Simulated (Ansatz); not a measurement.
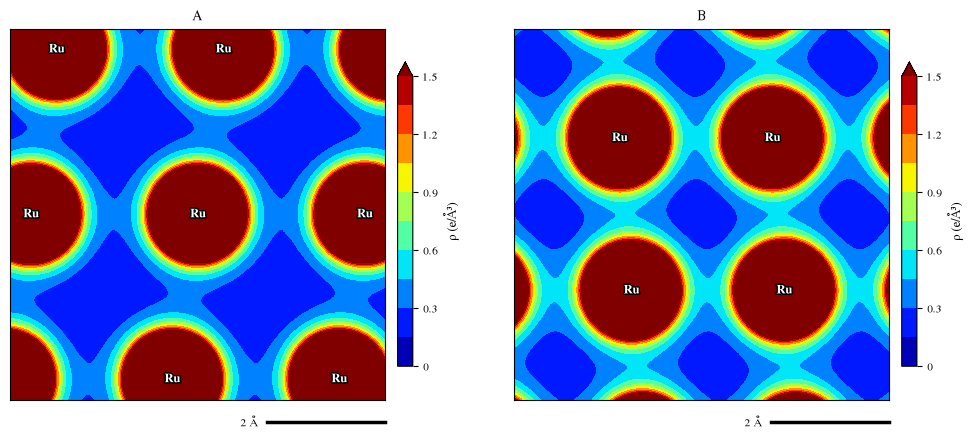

Ru. The valence electron density of two cells that differ in size and shape, on the (101) plane of each (indices in the axes of the calculation cell), at one length scale and on one colour scale: A has 14.6 Å³ an atom and B 12.7.

The calculation used DFT PBE, scalar-relativistic, plane waves, PAW in Ansatz.

In a PAW calculation such maps are meaningful between the atoms, not at the nuclei.

**What changes from the larger cell to the smaller?**

From the larger cell to the smaller, Ru–Ru goes from 2.83 to 2.59 Å, and the density at its midpoint from 0.32 to 0.47 e/Å³; the pressure goes from −10 to 32 GPa.
